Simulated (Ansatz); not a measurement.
FeCo$_{3}$

Input

```
crystal:
  lattice:
    - [2.4727487946, 0.0, 0.0]
    - [0.0, 2.4727487946, 0.0]
    - [0.0, 0.0, 7.2495909579]
  atoms:
    - { symbol: Fe, position: [0.0, 0.0, 0.0], spin: 3.18 }
    - { symbol: Co, position: [0.5, 0.5, 0.739121436], spin: 2.13 }
    - { symbol: Co, position: [0.0, 0.0, 0.5], spin: 2.1 }
    - { symbol: Co, position: [0.5, 0.5, 0.260878564], spin: 2.13 }
basis:
  ecutwfc: 500
kpoints:
  mp_grid: { grid: [14, 14, 6] }
hamiltonian:
  xc: r2scan
scf:
  occupations: { method: gaussian, width: 0.15 }
output:
  forces: true
  stress: true
  eigenvalues: true
  populations: true
  write_density: true
  write_potential: true
  elf: true
  volumetric_format: npy
magnetization:
  spin_polarized: true
```

Run with:

```sh
ansatz run input.yaml --threads 2 --pin off --max-ram 5120MiB --backend cpu --events-out ev --progress --plain --runs-dir out
```

Below, planes, directions and counts refer to the conventional cell (a = 2.47 Å, b = 2.47 Å, c = 7.25 Å, α = 90.00°, β = 90.00°, γ = 90.00°).

Space group P4/mmm; a structure from a database of computed crystals, not necessarily the ambient phase; spin-polarised.

Theory: DFT r2SCAN, scalar-relativistic, plane waves, PAW in Ansatz 0.2.0.

Core electrons are frozen (PAW), and the valence fields are smoothed inside the atomic spheres.

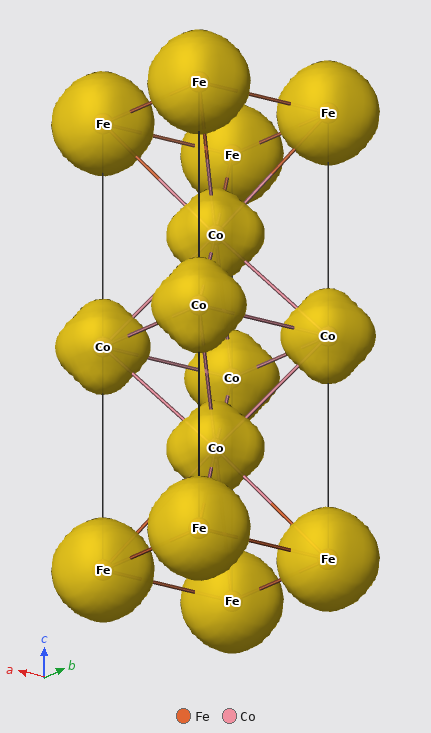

Figure 1. Isosurface of the spin density at +0.3 e/Å³ (yellow), seen at an oblique angle. Sticks mark near contacts.

**Describe the spin distribution.**

The spin density sits on Fe: +2.9 μB; Co: +1.9 μB (×3) in one cell of 4 atoms: parallel main moments (a ferromagnetic arrangement) in this solution. The cell of the calculation (4 atoms) carries 8.2 μB of net spin moment.

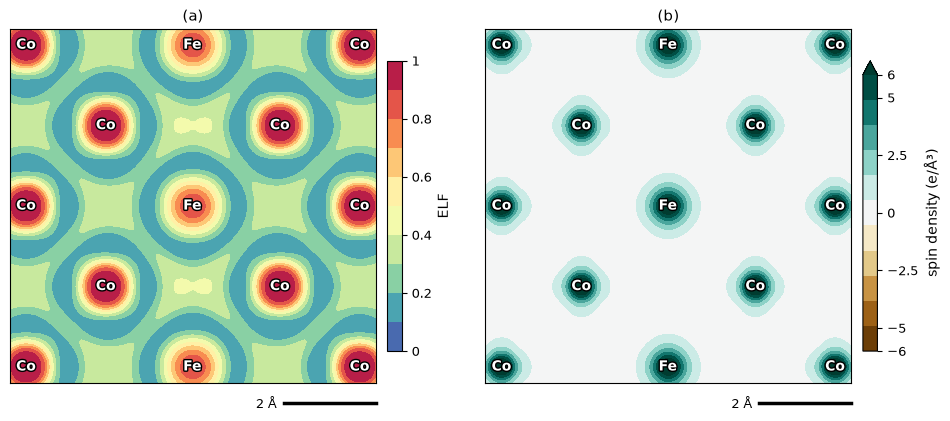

Figure 2. (a) ELF; (b) magnetisation density (up minus down) on the (110) plane of the conventional cell.

**What does the map show?**

The section cuts through Fe and Co sites.
Co–Co (2.46 Å): the ELF is about 0.25 at the midpoint: no localised pair shows between them.
Fe–Co (2.58 Å): the ELF is about 0.30 at the midpoint (no shared electron pair shows on this line).
The features right at Fe and Co lie inside the PAW spheres, where the map follows smoothed inner orbitals and isn't to be read closely.

**Does the calculation give a band gap?**

It is metallic or semimetallic at this level of theory: no gap opens.
